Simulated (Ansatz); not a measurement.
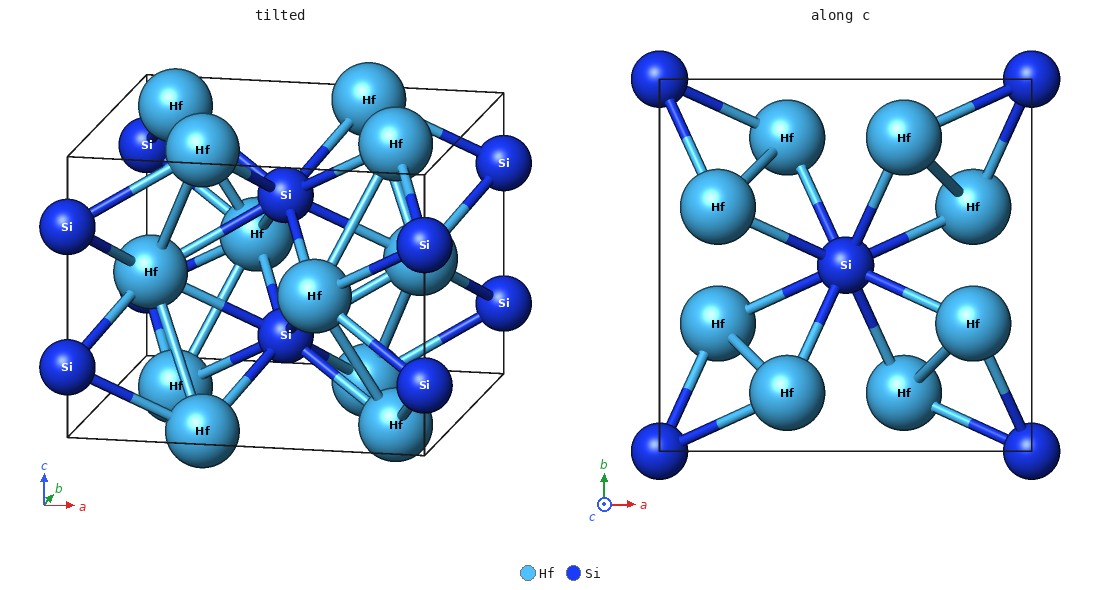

Ball-and-stick drawing of the structure, looking slightly off an axis and along the c axis. One conventional unit cell is outlined, and atoms on its boundary appear in each equivalent place. Cell: a = 6.58 Å, b = 6.58 Å, c = 5.19 Å, α = 90.00°, β = 90.00°, γ = 90.00°.

The cell started as a structure listed in the Materials Project. Earlier steps of the study may have refined or changed the cell and positions. A calculation with Ansatz used it as input.

Question: Give a description of the structure.

Answer: It has the composition Hf2Si. The atoms follow space group I4/mcm (No. 140); the Bravais lattice is body-centred tetragonal. The cell comprises 4 formula units: 8 Hf, 4 Si. Hf is coordinated by four Si and three Hf (about 2.8 Å to Si, 2.9 to 3.1 Å to Hf). Not all metal-metal contacts are counted. The bonds build a three-dimensional framework.

The calculation used DFT r2SCAN, scalar-relativistic, plane waves, PAW in Ansatz 0.2.0, with a 500 eV plane-wave basis, k-points about 0.15 Å⁻¹ apart, Gaussian smearing of 0.1 eV, no spin polarisation.

Question: Predict the gap.

Answer: A metal: bands cross the Fermi level.

Question: State the Bader charges by element.

Answer: Hf +0.84 e; Si -1.68 e.

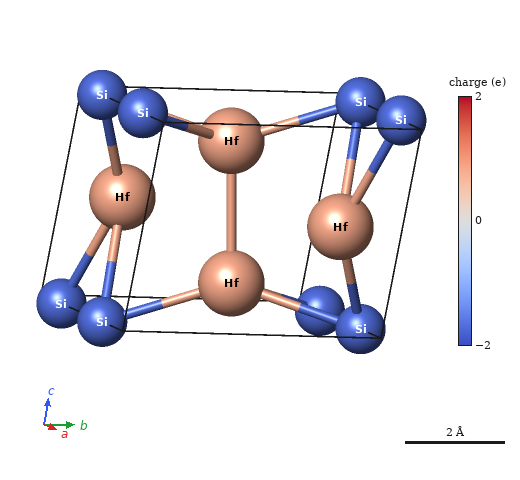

The atoms coloured by those charges. The run's cell of 6 atoms is drawn in a reduced setting, so axes and origin can differ from the first picture.

Question: Do the forces and the stress vanish for this geometry?

Answer: No. The largest force is 0.04 eV/Å, on Hf. The pressure is -1.8 GPa, so the cell would contract.
